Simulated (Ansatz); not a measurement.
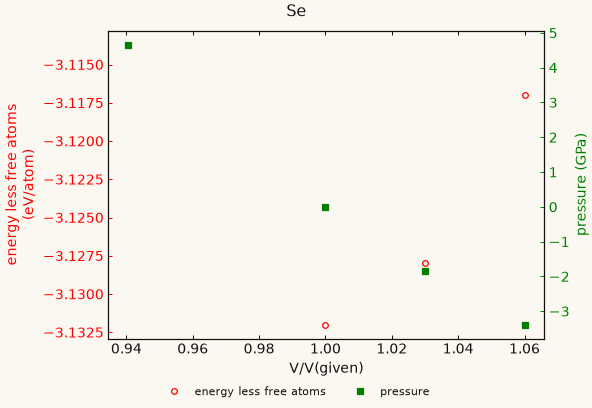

Plotted: energy less free atoms and pressure against V/V(given) for Se, space group P6_3/mmc (No. 194).

Structure:
```
Se
1.0
     3.68380    0.00000    0.00000
    -1.84190    3.19026    0.00000
     0.00000    0.00000    3.81281
Se
2
Direct
  0.33333 0.66667 0.25000
  0.66667 0.33333 0.75000
```

Calculation (Ansatz 0.2.0): periodic Kohn-Sham DFT of a crystal at fixed atoms, scaled to the stated factor times the given cell; pressure positive in compression, energy less spherical unpolarised free atoms. Level: PBE.

- method: all-electron LAPW
- relativity: scalar
- k mesh: 19×19×10
- occupations: Fermi–Dirac
- smearing width: 0.03 eV
- basis error target: 0.5 (meV/atom)
- nucleus: Gaussian

V(given) is 22.40 Å³/atom.

The point at V/V(given) 0.970 is left out of the plot. What does the calculation give there?

```tsv
V/V(given)	energy less free atoms (eV/atom)	pressure (GPa)
0.970	-3.1276	2.157
```

Note: shape and atomic fractions are frozen while scaling, which makes layered, chain and framework solids too stiff.
